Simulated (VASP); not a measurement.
# Run report: GeSi₂, geometry relaxation (part 3 of 4)

The same run, continued: GeSi₂ (R-3m, 3 atoms in the cell); Kohn-Sham DFT of a periodic cell, PBE, VASP PAW PBE potentials, recommended, no spin polarisation (VASP 6.6.1); cutoff 520 eV, 8×8×8 k-mesh, Gaussian smearing of 0.15 eV. The structure was made by swapping elements on the sites of another compound; it need not be a known phase.

Geometry of the input (Å; fractional positions):
```
1.5258  0.8809  5.6037
-1.5258  0.8809  5.6037
0.0000  -1.7618  5.6037
Si 0.2500  0.2500  0.2500
Si 0.7500  0.7500  0.7500
Ge 0.0000  0.0000  0.0000
```

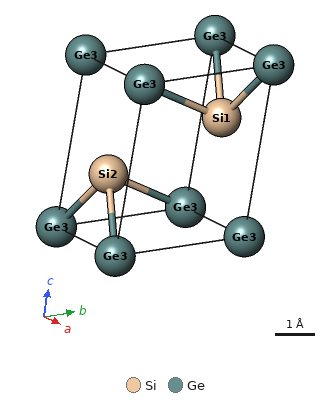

**Figure 1.** The geometry at step 9 of the log (ball-and-stick view of the reduced cell, seen slightly off an axis; atoms are numbered from 1 in the order of the input).

Parts of OUTCAR, continued
```
  FREE ENERGIE OF THE ION-ELECTRON SYSTEM (eV)
  ---------------------------------------------------
  free  energy   TOTEN  =       -12.2219326084 eV

  energy  without entropy=      -12.1988034505  energy(sigma->0) =      -12.21036803

--------------------------------------- Ionic step        3  -------------------------------------------

 number of electron      21.9999970 magnetization

------------------------ aborting loop because EDIFF is reached ----------------------------------------

  FORCE on cell =-STRESS in cart. coord.  units (eV):
  Direction    XX          YY          ZZ          XY          YZ          ZX
  --------------------------------------------------------------------------------------
  -------------------------------------------------------------------------------------
  Total       -0.4956831     -0.4956831     -2.2999206     -0.0000000     -0.0000000      0.0000000
  in kB      -13.0507946    -13.0507947    -60.5543920     -0.0000000     -0.0000000      0.0000000
  external PRESSURE =     -28.8853271 kB  Pullay stress =       0.0000000 kB

 VOLUME and BASIS-vectors are now :
 -----------------------------------------------------------------------------
  energy-cutoff  :      520.00
  volume of cell :       60.85
      direct lattice vectors                 reciprocal lattice vectors
     1.697128990  0.979837880  6.098983423     0.294615202  0.170096166  0.054653917
    -1.697128990  0.979837880  6.098983423    -0.294615202  0.170096166  0.054653917
     0.000000000 -1.959675760  6.098983423     0.000000000 -0.340192332  0.054653917

 POSITION                                       TOTAL-FORCE (eV/Angst)
 -----------------------------------------------------------------------------------
      0.00000      0.00000      4.42528        -0.000000     -0.000000     -0.545576
      0.00000      0.00000     13.87167        -0.000000      0.000000      0.545576
      0.00000      0.00000      0.00000         0.000000     -0.000000      0.000000
 -----------------------------------------------------------------------------------
    total drift:                                0.000000      0.000000     -0.000000

  FREE ENERGIE OF THE ION-ELECTRON SYSTEM (eV)
  ---------------------------------------------------
  free  energy   TOTEN  =       -13.0653551402 eV

  energy  without entropy=      -13.0506679419  energy(sigma->0) =      -13.05801154

[... ionic steps 4 to 19 ...]

--------------------------------------- Ionic step       20  -------------------------------------------

 number of electron      22.0000008 magnetization

------------------------ aborting loop because EDIFF is reached ----------------------------------------

  FORCE on cell =-STRESS in cart. coord.  units (eV):
  Direction    XX          YY          ZZ          XY          YZ          ZX
  --------------------------------------------------------------------------------------
  -------------------------------------------------------------------------------------
  Total       -0.1926568     -0.1926568      0.2289580      0.0000000     -0.0000000      0.0000000
  in kB       -5.6785637     -5.6785637      6.7485422      0.0000000     -0.0000000      0.0000000
  external PRESSURE =      -1.5361950 kB  Pullay stress =       0.0000000 kB

 VOLUME and BASIS-vectors are now :
 -----------------------------------------------------------------------------
  energy-cutoff  :      520.00
  volume of cell :       54.36
      direct lattice vectors                 reciprocal lattice vectors
     1.824127720  1.053160631  4.715799161     0.274103614  0.158253795  0.070684379
    -1.824127720  1.053160631  4.715799161    -0.274103614  0.158253795  0.070684379
     0.000000000 -2.106321262  4.715799161     0.000000000 -0.316507590  0.070684379

 POSITION                                       TOTAL-FORCE (eV/Angst)
 -----------------------------------------------------------------------------------
      0.00000     -0.00000      3.00246        -0.000000      0.000000     -0.209990
      0.00000     -0.00000     11.14494         0.000000     -0.000000      0.209990
      0.00000      0.00000      0.00000         0.000000      0.000000     -0.000000
 -----------------------------------------------------------------------------------
    total drift:                               -0.000000      0.000000     -0.000000

  FREE ENERGIE OF THE ION-ELECTRON SYSTEM (eV)
  ---------------------------------------------------
  free  energy   TOTEN  =       -14.2770119649 eV

  energy  without entropy=      -14.2646112463  energy(sigma->0) =      -14.27081161

--------------------------------------- Ionic step       21  -------------------------------------------

 number of electron      22.0000006 magnetization

------------------------ aborting loop because EDIFF is reached ----------------------------------------

  FORCE on cell =-STRESS in cart. coord.  units (eV):
  Direction    XX          YY          ZZ          XY          YZ          ZX
  --------------------------------------------------------------------------------------
  -------------------------------------------------------------------------------------
  Total       -0.1431842     -0.1431842      0.1975809      0.0000000     -0.0000000      0.0000000
  in kB       -4.2190955     -4.2190955      5.8219619      0.0000000     -0.0000000      0.0000000
  external PRESSURE =      -0.8720764 kB  Pullay stress =       0.0000000 kB

 VOLUME and BASIS-vectors are now :
 -----------------------------------------------------------------------------
  energy-cutoff  :      520.00
  volume of cell :       54.37
      direct lattice vectors                 reciprocal lattice vectors
     1.821256612  1.051502996  4.732093986     0.274535723  0.158503273  0.070440979
    -1.821256612  1.051502996  4.732093986    -0.274535723  0.158503273  0.070440979
     0.000000000 -2.103005993  4.732093986     0.000000000 -0.317006546  0.070440979

 POSITION                                       TOTAL-FORCE (eV/Angst)
 -----------------------------------------------------------------------------------
      0.00000     -0.00000      3.00315        -0.000000      0.000000     -0.160260
      0.00000     -0.00000     11.19313         0.000000     -0.000000      0.160260
      0.00000      0.00000      0.00000         0.000000     -0.000000     -0.000000
 -----------------------------------------------------------------------------------
    total drift:                               -0.000000      0.000000      0.000000

  FREE ENERGIE OF THE ION-ELECTRON SYSTEM (eV)
  ---------------------------------------------------
  free  energy   TOTEN  =       -14.2818502303 eV

  energy  without entropy=      -14.2689528999  energy(sigma->0) =      -14.27540157

--------------------------------------- Ionic step       22  -------------------------------------------

 number of electron      22.0000000 magnetization

 Free energy of the ion-electron system (eV)
  ---------------------------------------------------
  ext. energy  EPLUGINS =         0.00000000
  ---------------------------------------------------
  free energy    TOTEN  =       -14.28807619 eV

  energy without entropy =      -14.27446140  energy(sigma->0) =      -14.28126879

 E-fermi :   7.1094     XC(G=0): -10.5136     alpha+bet :-13.1516

 val. band max:        7.0988042330   @ k =  -0.3750   0.5000   0.1250
 cond. band min:       7.1305417363   @ k =   0.3750   0.0000   0.0000
 fundamental gap:      0.0317375033
 Fermi energy:         7.1094436875

 k-point     1 :       0.0000    0.0000    0.0000
  band No.  band energies     occupation
      1     -17.5833      2.00000
      2     -17.5750      2.00000
      3     -17.5750      2.00000
      4     -17.5516      2.00000
      5     -17.5516      2.00000
      6      -5.8988      2.00000
      7       0.1436      2.00000
      8       0.8602      2.00000
      9       7.1979      0.40428
     10       7.1979      0.40428
     11       9.0530      0.00000
     12       9.0530      0.00000
     13       9.4490      0.00000
     14      10.5367      0.00000
     15      10.7906      0.00000

 k-point     2 :       0.1250    0.0000    0.0000
  band No.  band energies     occupation
      1     -17.5822      2.00000
      2     -17.5763      2.00000
      3     -17.5752      2.00000
      4     -17.5519      2.00000
      5     -17.5496      2.00000
      6      -5.6722      2.00000
      7       0.0781      2.00000
      8       1.3362      2.00000
      9       5.2975      2.00000
     10       6.7518      1.99925
     11       7.4211      0.00330
     12       8.6632      0.00000
     13       9.9306      0.00000
     14      11.3506      0.00000
     15      11.4768      0.00000

 k-point     3 :       0.2500    0.0000    0.0000
  band No.  band energies     occupation
      1     -17.5801      2.00000
      2     -17.5789      2.00000
      3     -17.5756      2.00000
      4     -17.5522      2.00000
      5     -17.5446      2.00000
      6      -5.0032      2.00000
      7       0.2428      2.00000
      8       2.1013      2.00000
      9       2.9292      2.00000
     10       5.6009      2.00000
     11       6.0711      2.00000
     12       7.8050      0.00000
     13       9.1280      0.00000
     14      10.6980      0.00000
     15      12.3697      0.00000

 k-point     4 :       0.3750    0.0000    0.0000
  band No.  band energies     occupation
      1     -17.5829      2.00000
      2     -17.5772      2.00000
      3     -17.5761      2.00000
      4     -17.5520      2.00000
      5     -17.5396      2.00000
      6      -3.9579      2.00000
      7       0.2759      2.00000
      8       0.7772      2.00000
      9       2.9390      2.00000
     10       5.0390      2.00000
     11       5.6154      2.00000
     12       7.1305      0.84233
     13       8.4043      0.00000
     14       9.0957      0.00000
     15      10.8350      0.00000

 k-point     5 :       0.5000    0.0000    0.0000
  band No.  band energies     occupation
      1     -17.5841      2.00000
      2     -17.5765      2.00000
      3     -17.5763      2.00000
      4     -17.5518      2.00000
      5     -17.5374      2.00000
      6      -3.1096      2.00000
      7      -0.9789      2.00000
      8       1.3315      2.00000
      9       2.3088      2.00000
     10       5.4626      2.00000
     11       6.3434      2.00000
     12       6.8855      1.96527
     13       6.9757      1.79257
     14       8.4955      0.00000
     15      10.3457      0.00000

 [... the levels of 18 k-points are left out ...]

 k-point    24 :       0.3750    0.1250    0.1250
  band No.  band energies     occupation
      1     -17.5799      2.00000
      2     -17.5789      2.00000
      3     -17.5755      2.00000
      4     -17.5522      2.00000
      5     -17.5447      2.00000
      6      -4.7796      2.00000
      7      -1.0338      2.00000
      8       2.2454      2.00000
      9       4.1671      2.00000
     10       6.0854      2.00000
     11       6.5947      2.00000
     12       7.7800      0.00000
     13       8.9132      0.00000
     14      10.3182      0.00000
     15      11.5950      0.00000

 [... further k-points ...]

------------------------ aborting loop because EDIFF is reached ----------------------------------------

  FORCE on cell =-STRESS in cart. coord.  units (eV):
  Direction    XX          YY          ZZ          XY          YZ          ZX
  --------------------------------------------------------------------------------------
  -------------------------------------------------------------------------------------
  Total       -0.0527916     -0.0527916      0.2206093      0.0000000      0.0000000      0.0000000
  in kB       -1.5547174     -1.5547174      6.4969609      0.0000000      0.0000000      0.0000000
  external PRESSURE =       1.1291754 kB  Pullay stress =       0.0000000 kB

 VOLUME and BASIS-vectors are now :
 -----------------------------------------------------------------------------
  energy-cutoff  :      520.00
  volume of cell :       54.40
      direct lattice vectors                 reciprocal lattice vectors
     1.815514397  1.048187727  4.764683637     0.275404040  0.159004597  0.069959174
    -1.815514397  1.048187727  4.764683637    -0.275404040  0.159004597  0.069959174
     0.000000000 -2.096375453  4.764683637     0.000000000 -0.318009193  0.069959174

 POSITION                                       TOTAL-FORCE (eV/Angst)
 -----------------------------------------------------------------------------------
      0.00000     -0.00000      3.00439        -0.000000      0.000000     -0.053023
      0.00000     -0.00000     11.28966         0.000000     -0.000000      0.053023
      0.00000      0.00000      0.00000         0.000000     -0.000000     -0.000000
 -----------------------------------------------------------------------------------
    total drift:                               -0.000000      0.000000     -0.000000

  FREE ENERGIE OF THE ION-ELECTRON SYSTEM (eV)
  ---------------------------------------------------
  free  energy   TOTEN  =       -14.2880761852 eV

  energy  without entropy=      -14.2744613987  energy(sigma->0) =      -14.28126879

 reached required accuracy - stopping structural energy minimisation
```

CONTCAR
```
Si2Ge
   1.00000000000000
     1.8155143965408984    1.0481877266940152    4.7646836368615135
    -1.8155143965408984    1.0481877266940152    4.7646836368615135
     0.0000000000000001   -2.0963754533880308    4.7646836368615135
  Si              Ge
     2     1
Direct
     0.2101848267481565    0.2101848267481565    0.2101848267481565
     0.7898151732518434    0.7898151732518434    0.7898151732518434
     0.0000000000000000    0.0000000000000000    0.0000000000000000

  0.00000000E+00  0.00000000E+00  0.00000000E+00
  0.00000000E+00  0.00000000E+00  0.00000000E+00
  0.00000000E+00  0.00000000E+00  0.00000000E+00
```

Trajectory as extended XYZ (Å, eV, eV/Å), 22 frames, from step=0 to step=21
```
3
Lattice="1.5258 0.8809 5.6037 -1.5258 0.8809 5.6037 0.0000 -1.7618 5.6037" Properties=species:S:1:pos:R:3:forces:R:3 step=0 energy=-11.02706
Si    0.0000    0.0000    4.2027    0.0000   0.0000  -4.7485
Si    0.0000    0.0000   12.6082    0.0000   0.0000   4.7485
Ge    0.0000    0.0000    0.0000    0.0000   0.0000   0.0000
3
Lattice="1.8489 1.0675 6.5377 -1.8489 1.0675 6.5377 0.0000 -2.1349 6.5377" Properties=species:S:1:pos:R:3:forces:R:3 step=1 energy=-12.22193
Si    0.0000    0.0000    4.6360    0.0000   0.0000   0.3721
Si    0.0000    0.0000   14.9770    0.0000   0.0000  -0.3721
Ge    0.0000    0.0000   19.6130    0.0000   0.0000   0.0000
3
Lattice="1.6971 0.9798 6.0990 -1.6971 0.9798 6.0990 0.0000 -1.9597 6.0990" Properties=species:S:1:pos:R:3:forces:R:3 step=2 energy=-13.06536
Si    0.0000    0.0000    4.4253    0.0000   0.0000  -0.5456
Si    0.0000    0.0000   13.8717    0.0000   0.0000   0.5456
Ge    0.0000    0.0000    0.0000    0.0000   0.0000   0.0000
3
Lattice="1.6911 0.9764 6.0817 -1.6911 0.9764 6.0817 0.0000 -1.9528 6.0817" Properties=species:S:1:pos:R:3:forces:R:3 step=3 energy=-13.06878
Si    0.0000    0.0000    4.4170    0.0000   0.0000  -0.6269
Si    0.0000    0.0000   13.8281    0.0000   0.0000   0.6269
Ge    0.0000    0.0000    0.0000    0.0000   0.0000   0.0000
3
Lattice="1.6800 0.9699 6.0494 -1.6800 0.9699 6.0494 0.0000 -1.9399 6.0494" Properties=species:S:1:pos:R:3:forces:R:3 step=4 energy=-13.06614
Si    0.0000    0.0000    4.4014    0.0000   0.0000  -0.7804
Si    0.0000    0.0000   13.7469    0.0000   0.0000   0.7804
Ge    0.0000    0.0000    0.0000    0.0000   0.0000   0.0000
3
Lattice="1.6831 0.9717 6.0583 -1.6831 0.9717 6.0583 0.0000 -1.9434 6.0583" Properties=species:S:1:pos:R:3:forces:R:3 step=5 energy=-13.06812
Si    0.0000    0.0000    4.4057    0.0000   0.0000  -0.7356
Si    0.0000    0.0000   13.7693    0.0000   0.0000   0.7356
Ge    0.0000    0.0000    0.0000    0.0000   0.0000   0.0000
3
Lattice="1.6843 0.9724 5.9098 -1.6843 0.9724 5.9098 0.0000 -1.9448 5.9098" Properties=species:S:1:pos:R:3:forces:R:3 step=6 energy=-13.16002
Si    0.0000    0.0000    4.2635    0.0000   0.0000  -0.7615
Si    0.0000    0.0000   13.4660    0.0000   0.0000   0.7615
Ge    0.0000    0.0000   17.7295    0.0000   0.0000   0.0000
3
Lattice="1.6878 0.9745 5.4643 -1.6878 0.9745 5.4643 0.0000 -1.9489 5.4643" Properties=species:S:1:pos:R:3:forces:R:3 step=7 energy=-13.53385
Si    0.0000    0.0000    3.8448    0.0000   0.0000  -1.1945
Si    0.0000    0.0000   12.5480    0.0000   0.0000   1.1945
Ge    0.0000    0.0000    0.0000    0.0000   0.0000   0.0000
3
Lattice="1.6950 0.9786 4.5731 -1.6950 0.9786 4.5731 0.0000 -1.9572 4.5731" Properties=species:S:1:pos:R:3:forces:R:3 step=8 energy=-13.77002
Si    0.0000    0.0000    3.0417    0.0000   0.0000  -0.9988
Si    0.0000    0.0000   10.6776    0.0000   0.0000   0.9988
Ge    0.0000    0.0000   13.7193    0.0000   0.0000   0.0000
3
Lattice="1.6926 0.9772 4.8658 -1.6926 0.9772 4.8658 0.0000 -1.9545 4.8658" Properties=species:S:1:pos:R:3:forces:R:3 step=9 energy=-13.83875
Si    0.0000    0.0000    3.3099    0.0000   0.0000  -1.3040
Si    0.0000    0.0000   11.2876    0.0000   0.0000   1.3040
Ge    0.0000    0.0000    0.0000    0.0000   0.0000   0.0000
3
Lattice="1.6933 0.9776 4.7846 -1.6933 0.9776 4.7846 0.0000 -1.9553 4.7846" Properties=species:S:1:pos:R:3:forces:R:3 step=10 energy=-13.83621
Si    0.0000    0.0000    3.2358    0.0000   0.0000  -1.2454
Si    0.0000    0.0000   11.1181    0.0000   0.0000   1.2454
Ge    0.0000    0.0000   14.3539    0.0000   0.0000   0.0000
3
Lattice="1.6977 0.9801 4.7581 -1.6977 0.9801 4.7581 0.0000 -1.9603 4.7581" Properties=species:S:1:pos:R:3:forces:R:3 step=11 energy=-13.86821
Si    0.0000    0.0000    3.2035    0.0000   0.0000  -1.1797
Si    0.0000    0.0000   11.0708    0.0000   0.0000   1.1797
Ge    0.0000    0.0000    0.0000    0.0000   0.0000   0.0000
3
Lattice="1.7107 0.9877 4.6785 -1.7107 0.9877 4.6785 0.0000 -1.9754 4.6785" Properties=species:S:1:pos:R:3:forces:R:3 step=12 energy=-13.95374
Si    0.0000    0.0000    3.1070    0.0000   0.0000  -0.9183
Si    0.0000    0.0000   10.9283    0.0000   0.0000   0.9183
Ge    0.0000    0.0000   14.0354    0.0000   0.0000   0.0000
3
Lattice="1.7369 1.0028 4.5192 -1.7369 1.0028 4.5192 0.0000 -2.0056 4.5192" Properties=species:S:1:pos:R:3:forces:R:3 step=13 energy=-14.00908
Si    0.0000    0.0000    2.9171    0.0000   0.0000  -0.0908
Si    0.0000    0.0000   10.6404    0.0000   0.0000   0.0908
Ge    0.0000    0.0000    0.0000    0.0000   0.0000   0.0000
3
Lattice="1.7514 1.0112 4.5506 -1.7514 1.0112 4.5506 0.0000 -2.0223 4.5506" Properties=species:S:1:pos:R:3:forces:R:3 step=14 energy=-14.09452
Si    0.0000    0.0000    2.9314    0.0000   0.0000  -0.1017
Si    0.0000    0.0000   10.7204    0.0000   0.0000   0.1017
Ge    0.0000    0.0000   13.6518    0.0000   0.0000   0.0000
3
Lattice="1.7949 1.0363 4.6449 -1.7949 1.0363 4.6449 0.0000 -2.0725 4.6449" Properties=species:S:1:pos:R:3:forces:R:3 step=15 energy=-14.24666
Si    0.0000    0.0000    2.9738    0.0000   0.0000  -0.1676
Si    0.0000    0.0000   10.9609    0.0000   0.0000   0.1676
Ge    0.0000    0.0000    0.0000    0.0000   0.0000   0.0000
3
Lattice="1.8819 1.0865 4.8335 -1.8819 1.0865 4.8335 0.0000 -2.1730 4.8335" Properties=species:S:1:pos:R:3:forces:R:3 step=16 energy=-14.19536
Si    0.0000    0.0000    3.0572    0.0000   0.0000  -0.3791
Si    0.0000    0.0000   11.4432    0.0000   0.0000   0.3791
Ge    0.0000    0.0000   14.5004    0.0000   0.0000   0.0000
3
Lattice="1.8334 1.0585 4.7285 -1.8334 1.0585 4.7285 0.0000 -2.1171 4.7285" Properties=species:S:1:pos:R:3:forces:R:3 step=17 energy=-14.27338
Si    0.0000    0.0000    3.0103    0.0000   0.0000  -0.2494
Si    0.0000    0.0000   11.1751    0.0000   0.0000   0.2494
Ge    0.0000    0.0000    0.0000    0.0000   0.0000   0.0000
3
Lattice="1.8251 1.0537 4.7104 -1.8251 1.0537 4.7104 0.0000 -2.1074 4.7104" Properties=species:S:1:pos:R:3:forces:R:3 step=18 energy=-14.27512
Si    0.0000    0.0000    3.0022    0.0000   0.0000  -0.2291
Si    0.0000    0.0000   11.1289    0.0000   0.0000   0.2291
Ge    0.0000    0.0000    0.0000    0.0000   0.0000   0.0000
```
